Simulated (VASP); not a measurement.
# CdO: geometry relaxation (part 2 of 2)

The same run, continued: CdO (Fm-3m, 2 atoms in the cell); Kohn-Sham DFT of a periodic cell, PBE, VASP PAW PBE potentials, recommended, no spin polarisation (VASP 6.6.1); cutoff 700 eV, 12×12×12 k-mesh, Gaussian smearing of 0.02 eV. The structure derives from an entry of the Crystallography Open Database.

Geometry of the input (Å; fractional positions):
```
0.0000  2.3495  2.3495
2.3495  0.0000  2.3495
2.3495  2.3495  0.0000
Cd 0.0000  0.0000  0.0000
O  0.5000  0.5000  0.5000
```

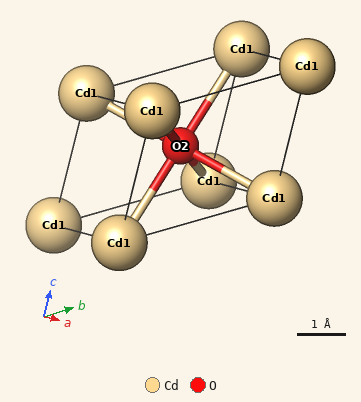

Fig. 1: The geometry at step 1 of the log (ball-and-stick view of the cell of the calculation, seen slightly off an axis; atoms are numbered from 1 in the order of the input).

### Parts of OUTCAR, continued
```
   k-points           NKPTS =     72   k-points in BZ     NKDIM =     72   number of bands    NBANDS=     13
   number of dos      NEDOS =    301   number of ions     NIONS =      2
   total plane-waves  NPLWV =  27000
   dimension x,y,z NGX =    30 NGY =   30 NGZ =   30
   dimension x,y,z NGXF=    60 NGYF=   60 NGZF=   60
   ions per type =               1   1
   NGX,Y,Z   is equivalent  to a cutoff of  15.01, 15.01, 15.01 a.u.
   NGXF,Y,Z  is equivalent  to a cutoff of  30.02, 30.02, 30.02 a.u.
 SYSTEM =  CdO
   PREC   = accura    normal or accurate (medium, high low for compatibility)
   ISTART =      0    job   : 0-new  1-cont  2-samecut
   ICHARG =      2    charge: 1-file 2-atom 10-const
   ISPIN  =      1    spin polarized calculation?
   LNONCOLLINEAR =      F non collinear calculations
   LSORBIT =      F    spin-orbit coupling
   LASPH  =      T    aspherical Exc in radial PAW
   ENCUT  =  700.0 eV  51.45 Ry    7.17 a.u.   7.17  7.17  7.17*2*pi/ulx,y,z
   NELM   =    100;   NELMIN=  2; NELMDL= -5     # of ELM steps
   EDIFF  = 0.1E-06   stopping-criterion for ELM
   LREAL  =      F    real-space projection
   EDIFFG = -.2E-02   stopping-criterion for IOM
   NSW    =     80    number of steps for IOM
   IBRION =      2    ionic relax: 0-MD 1-quasi-New 2-CG
   NFREE  =      1    steps in history (QN), initial steepest desc. (CG)
   ISIF   =      3    stress and relaxation
   ISYM   =      2    0-nonsym 1-usesym 2-fastsym
   POTIM  = 0.5000    time-step for ionic-motion
   TEBEG  =    0.0;   TEEND  =   0.0 temperature during run
   PSTRESS=    0.0 pullay stress
   NELECT =      18.0000    total number of electrons
   NUPDOWN=      -1.0000    fix difference up-down
   EMIN   =  10.00;   EMAX   =-10.00  energy-range for DOS
   EFERMI =   0.00;   METHOD = LEGACY
   ISMEAR =     0;   SIGMA  =   0.02  broadening in eV -4-tet -1-fermi 0-gaus
   EFERMI_NEDOS =   21; number of points for ismear=-14 and -15
   IALGO  =     68    algorithm
   IMIX   =      4    mixing-type and parameters
     AMIX     =   0.40;   BMIX     =  1.00
     AMIX_MAG =   1.60;   BMIX_MAG =  1.00
  volume/ion in A,a.u.               =      12.97        87.52
  Fermi-wavevector in a.u.,A,eV,Ry     =   1.449373  2.738918 28.581522  2.100683
  Thomas-Fermi vector in A             =   2.567107
   LORBIT       =      0    0 simple, 1 ext, 2 COOP (PROOUT), +10 PAW based schemes
   GGA     = PE    functional components
   LHFCALC =     F    Hartree Fock is set to
   AEXX    =    0.0000 exact exchange contribution
   IVDW    =     0    specifies the selected vdW correction
   LEPSILON=     F    determine dielectric tensor
   LRPA    =     F    only Hartree local field effects (RPA)
 conjugate gradient relaxation of ions
 non-spin polarized calculation
 RMM-DIIS sequential band-by-band and
 Gauss-broadening in eV      SIGMA  =   0.02
  energy-cutoff  :      700.00
  volume of cell :       25.94
 maximum number of plane-waves:      1113
 NGX is ok and might be reduce to    30
   NGX = 15   NGY = 15   NGZ = 15

--------------------------------------- Ionic step        1  -------------------------------------------

 number of electron      17.9999999 magnetization

 Free energy of the ion-electron system (eV)
  ---------------------------------------------------
  ext. energy  EPLUGINS =         0.00000000
  ---------------------------------------------------
  free energy    TOTEN  =        -7.70033049 eV

  energy without entropy =       -7.70030271  energy(sigma->0) =       -7.70031660

------------------------ aborting loop because EDIFF is reached ----------------------------------------

  FORCE on cell =-STRESS in cart. coord.  units (eV):
  Direction    XX          YY          ZZ          XY          YZ          ZX
  --------------------------------------------------------------------------------------
  -------------------------------------------------------------------------------------
  Total        1.1983944      1.1983944      1.1983944      0.0000000      0.0000000      0.0000000
  in kB       74.0208420     74.0208420     74.0208420      0.0000000      0.0000000      0.0000000
  external PRESSURE =      74.0208420 kB  Pullay stress =       0.0000000 kB

 VOLUME and BASIS-vectors are now :
 -----------------------------------------------------------------------------
  energy-cutoff  :      700.00
  volume of cell :       25.94
      direct lattice vectors                 reciprocal lattice vectors
     0.000000000  2.349500000  2.349500000    -0.212811236  0.212811236  0.212811236
     2.349500000  0.000000000  2.349500000     0.212811236 -0.212811236  0.212811236
     2.349500000  2.349500000  0.000000000     0.212811236  0.212811236 -0.212811236

 POSITION                                       TOTAL-FORCE (eV/Angst)
 -----------------------------------------------------------------------------------
      0.00000      0.00000      0.00000        -0.000000     -0.000000     -0.000000
      2.34950      2.34950      2.34950         0.000000      0.000000      0.000000
 -----------------------------------------------------------------------------------
    total drift:                                0.000000      0.000000      0.000000

  FREE ENERGIE OF THE ION-ELECTRON SYSTEM (eV)
  ---------------------------------------------------
  free  energy   TOTEN  =        -7.7003304918 eV

  energy  without entropy=       -7.7003027145  energy(sigma->0) =       -7.70031660

--------------------------------------- Ionic step        2  -------------------------------------------

 number of electron      17.9999999 magnetization

------------------------ aborting loop because EDIFF is reached ----------------------------------------

  FORCE on cell =-STRESS in cart. coord.  units (eV):
  Direction    XX          YY          ZZ          XY          YZ          ZX
  --------------------------------------------------------------------------------------
  -------------------------------------------------------------------------------------
  Total       -0.7107844     -0.7107844     -0.7107844      0.0000000     -0.0000000      0.0000000
  in kB      -40.3054647    -40.3054647    -40.3054647      0.0000000     -0.0000000      0.0000000
  external PRESSURE =     -40.3054647 kB  Pullay stress =       0.0000000 kB

 VOLUME and BASIS-vectors are now :
 -----------------------------------------------------------------------------
  energy-cutoff  :      700.00
  volume of cell :       28.25
      direct lattice vectors                 reciprocal lattice vectors
     0.000000000  2.417416677  2.417416677    -0.206832361  0.206832361  0.206832361
     2.417416677 -0.000000000  2.417416677     0.206832361 -0.206832361  0.206832361
     2.417416677  2.417416677 -0.000000000     0.206832361  0.206832361 -0.206832361

 POSITION                                       TOTAL-FORCE (eV/Angst)
 -----------------------------------------------------------------------------------
      2.41742      2.41742      4.83483         0.000000      0.000000     -0.000000
      2.41742      2.41742      2.41742         0.000000      0.000000      0.000000
 -----------------------------------------------------------------------------------
    total drift:                                0.000000      0.000000      0.000000

  FREE ENERGIE OF THE ION-ELECTRON SYSTEM (eV)
  ---------------------------------------------------
  free  energy   TOTEN  =        -7.7178292733 eV

  energy  without entropy=       -7.7178005338  energy(sigma->0) =       -7.71781490

--------------------------------------- Ionic step        3  -------------------------------------------

 number of electron      18.0000001 magnetization

 Free energy of the ion-electron system (eV)
  ---------------------------------------------------
  ext. energy  EPLUGINS =         0.00000000
  ---------------------------------------------------
  free energy    TOTEN  =        -7.73020372 eV

  energy without entropy =       -7.73017543  energy(sigma->0) =       -7.73018958

 E-fermi :   1.5832     XC(G=0): -11.4116     alpha+bet : -8.1303

 val. band max:        1.5665432108   @ k =   0.5000   0.0000   0.0000
 cond. band min:       1.8872072479   @ k =   0.0833   0.0000   0.0000
 fundamental gap:      0.3206640371
 Fermi energy:         1.5831572508

 k-point     1 :       0.0000    0.0000    0.0000
  band No.  band energies     occupation
      1     -15.4350      2.00000
      2      -5.0557      2.00000
      3      -5.0557      2.00000
      4      -5.0557      2.00000
      5      -4.7816      2.00000
      6      -4.7816      2.00000
      7       0.4238      2.00000
      8       0.4238      2.00000
      9       0.4238      2.00000
     10       1.0455      2.00000
     11      16.4767      0.00000
     12      18.2481      0.00000
     13      18.2481      0.00000

 k-point     2 :       0.0833    0.0000    0.0000
  band No.  band energies     occupation
      1     -15.3922      2.00000
      2      -5.0778      2.00000
      3      -5.0422      2.00000
      4      -5.0422      2.00000
      5      -4.8231      2.00000
      6      -4.8231      2.00000
      7      -0.3220      2.00000
      8       0.5051      2.00000
      9       0.5051      2.00000
     10       1.8872      0.00000
     11      15.4218      0.00000
     12      17.5421      0.00000
     13      17.5425      0.00000

 k-point     3 :       0.1667    0.0000    0.0000
  band No.  band energies     occupation
      1     -15.2728      2.00000
      2      -5.1572      2.00000
      3      -5.0746      2.00000
      4      -5.0746      2.00000
      5      -4.8592      2.00000
      6      -4.8592      2.00000
      7      -1.1325      2.00000
      8       0.7222      2.00000
      9       0.7222      2.00000
     10       2.9950      0.00000
     11      13.4567      0.00000
     12      16.3276      0.00000
     13      16.3276      0.00000

 k-point     4 :       0.2500    0.0000    0.0000
  band No.  band energies     occupation
      1     -15.1031      2.00000
      2      -5.3177      2.00000
      3      -5.2281      2.00000
      4      -5.2281      2.00000
      5      -4.7822      2.00000
      6      -4.7822      2.00000
      7      -1.6998      2.00000
      8       1.0092      2.00000
      9       1.0092      2.00000
     10       4.0637      0.00000
     11      11.5764      0.00000
     12      15.1205      0.00000
     13      15.1205      0.00000

 k-point     5 :       0.3333    0.0000    0.0000
  band No.  band energies     occupation
      1     -14.9249      2.00000
      2      -5.5422      2.00000
      3      -5.3924      2.00000
      4      -5.3924      2.00000
      5      -4.6777      2.00000
      6      -4.6777      2.00000
      7      -1.9967      2.00000
      8       1.2893      2.00000
      9       1.2893      2.00000
     10       5.0002      0.00000
     11      10.0229      0.00000
     12      14.1317      0.00000
     13      14.1317      0.00000

 [... the levels of 18 k-points are left out ...]

 k-point    24 :      -0.4167    0.1667    0.0000
  band No.  band energies     occupation
      1     -14.7503      2.00000
      2      -5.6339      2.00000
      3      -5.4237      2.00000
      4      -5.3362      2.00000
      5      -4.5898      2.00000
      6      -4.5671      2.00000
      7      -1.9883      2.00000
      8       0.4592      2.00000
      9       1.3392      2.00000
     10       7.1517      0.00000
     11       8.2230      0.00000
     12      11.6759      0.00000
     13      13.5936      0.00000

 [... further k-points ...]

------------------------ aborting loop because EDIFF is reached ----------------------------------------

  FORCE on cell =-STRESS in cart. coord.  units (eV):
  Direction    XX          YY          ZZ          XY          YZ          ZX
  --------------------------------------------------------------------------------------
  -------------------------------------------------------------------------------------
  Total       -0.0014670     -0.0014670     -0.0014670      0.0000000      0.0000000      0.0000000
  in kB       -0.0860883     -0.0860883     -0.0860883      0.0000000      0.0000000      0.0000000
  external PRESSURE =      -0.0860883 kB  Pullay stress =       0.0000000 kB

 VOLUME and BASIS-vectors are now :
 -----------------------------------------------------------------------------
  energy-cutoff  :      700.00
  volume of cell :       27.30
      direct lattice vectors                 reciprocal lattice vectors
     0.000000000  2.389971593  2.389971593    -0.209207508  0.209207508  0.209207508
     2.389971593 -0.000000000  2.389971593     0.209207508 -0.209207508  0.209207508
     2.389971593  2.389971593 -0.000000000     0.209207508  0.209207508 -0.209207508

 POSITION                                       TOTAL-FORCE (eV/Angst)
 -----------------------------------------------------------------------------------
      0.00000      0.00000     -0.00000        -0.000000     -0.000000      0.000000
      2.38997      2.38997      2.38997         0.000000      0.000000     -0.000000
 -----------------------------------------------------------------------------------
    total drift:                                0.000000      0.000000      0.000000

  FREE ENERGIE OF THE ION-ELECTRON SYSTEM (eV)
  ---------------------------------------------------
  free  energy   TOTEN  =        -7.7302037241 eV

  energy  without entropy=       -7.7301754284  energy(sigma->0) =       -7.73018958

 reached required accuracy - stopping structural energy minimisation
```

### CONTCAR
```
CdO
   1.00000000000000
     0.0000000000000000    2.3899715925481653    2.3899715925481653
     2.3899715925481653   -0.0000000000000000    2.3899715925481653
     2.3899715925481653    2.3899715925481653   -0.0000000000000000
  Cd              O
     1     1
Direct
     0.0000000000000000    0.0000000000000000    0.0000000000000000
     0.5000000000000000    0.5000000000000000    0.5000000000000000

  0.00000000E+00  0.00000000E+00  0.00000000E+00
  0.00000000E+00  0.00000000E+00  0.00000000E+00
```

### Trajectory as extended XYZ (Å, eV, eV/Å), 3 frames, from step=0 to step=2
```
2
Lattice="0.0000 2.3495 2.3495 2.3495 0.0000 2.3495 2.3495 2.3495 0.0000" Properties=species:S:1:pos:R:3:forces:R:3 step=0 energy=-7.70033
Cd    0.0000    0.0000    0.0000    0.0000   0.0000   0.0000
O     2.3495    2.3495    2.3495    0.0000   0.0000   0.0000
2
Lattice="0.0000 2.4174 2.4174 2.4174 -0.0000 2.4174 2.4174 2.4174 -0.0000" Properties=species:S:1:pos:R:3:forces:R:3 step=1 energy=-7.71783
Cd    2.4174    2.4174    4.8348    0.0000   0.0000   0.0000
O     2.4174    2.4174    2.4174    0.0000   0.0000   0.0000
2
Lattice="0.0000 2.3900 2.3900 2.3900 -0.0000 2.3900 2.3900 2.3900 -0.0000" Properties=species:S:1:pos:R:3:forces:R:3 step=2 energy=-7.73020
Cd    0.0000    0.0000    0.0000    0.0000   0.0000   0.0000
O     2.3900    2.3900    2.3900    0.0000   0.0000   0.0000
```

### Results in brief

```csv
quantity,value
outcome,converged
space group (tolerance 0.01 Å),Fm-3m (225)
electrons treated,18
free energy,−7.7302 eV
Fermi energy,1.583 eV
gap on the k-point mesh,none (metallic)
pressure,−0.01 GPa
final volume,27.30 Å³
largest force (length of the vector) at the end,under 0.001 eV/Å
final cell,"a = 3.380 Å, b = 3.380 Å, c = 3.380 Å, α = 60.00°, β = 60.00°, γ = 60.00°"
hardware,"1 thread of AMD EPYC (Zen 3), 64 GiB of memory available, shared host"
wall time,2.8 min
peak memory,0.17 GiB
```

### Remarks

The volume changed by more than 5 % on the plane waves of the start, so the result carries a basis error; a second relaxation from the end is advised.
